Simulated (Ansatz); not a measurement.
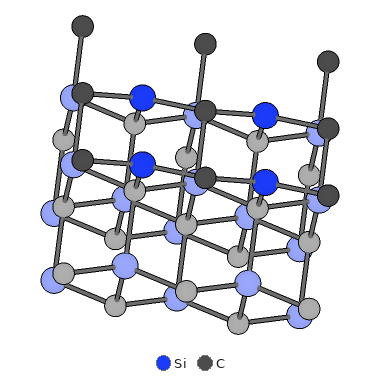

The system is C on a SiC(110) slab cut from the F-43m phase, its upper half relaxed before the scan (32 atoms of substrate and one adsorbate in a 2 × 2 cell); the picture shows it without the atoms that are moved over the map. C is moved over the surface cell; relaxed at each place: the height of the adsorbate's atoms; substrate rigid; the origin of the map has the adsorbate above C29. Places are given modulo a cell vector. The map is drawn in real space over the plane of the surface. The grid has 4 × 4 points; 12 points were computed and 4 follow by symmetry. Places are given in fractions of the 1 × 1 surface cell. Energies: eV, counted from the lowest grid point. Energies and slopes of some neighbouring points disagree (a jump in structure or state, or too coarse a mesh). The magnetic moment jumps between some neighbouring points. The calculation used DFT PBE, scalar-relativistic, plane waves, PAW in Ansatz 0.2.0. Settings: cutoff 420 eV, k-mesh 5×3×1, gaussian smearing 0.05 eV, spin-polarised.

Range: position of C33 along the first surface vector from 0.00 to 0.75; position of C33 along the second surface vector from 0.00 to 0.75.

Q: What landscape does the calculation give?

A: The lowest grid point is at (0/4, 1/4) of the cell vectors [nearest 1 C at 1.39 Å]. The highest grid point, (2/4, 2/4) of the cell vectors [nearest 1 Si at 1.94 Å], lies 3.51 eV above the lowest. At the lowest point the adsorbate has 1 C at 1.39 Å as nearest neighbours, at the highest 1 Si at 1.94 Å. Its relaxed height above the top atom is 0.86 Å at the lowest and 1.17 Å at the highest point.

| second ↓, first → | 0/4 | 1/4 | 2/4 | 3/4 |
| --- | --- | --- | --- | --- |
| 3/4 | 1.71 | 2.33 | 3.20 | 2.33 |
| 2/4 | 2.68 | 3.32 | 3.51 | 3.32 |
| 1/4 | 0.00 | 2.38 | 3.30 | 2.38 |
| 0/4 | 1.71 | 1.81 | 2.60 | 1.81 |

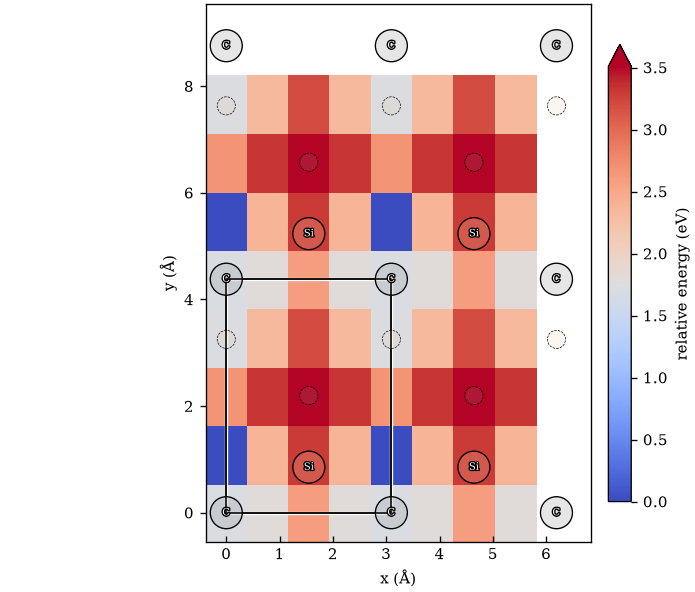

In the figure: one coloured cell a grid point, labelled circles for the atoms of the top layer and small ones for the second layer, the outline of one cell of the 2 × 2 shown, one colour for all values above the top of the scale.

Each point was launched as `ansatz run input.yaml --threads 4 --pin off --max-ram 12288MiB --backend cpu --events-out ev --progress --plain --runs-dir out`. Time for the 12 points that were run: 76 min on 4 threads of Arm Neoverse V2 (shared host).

PAW datasets: the set soft_1.
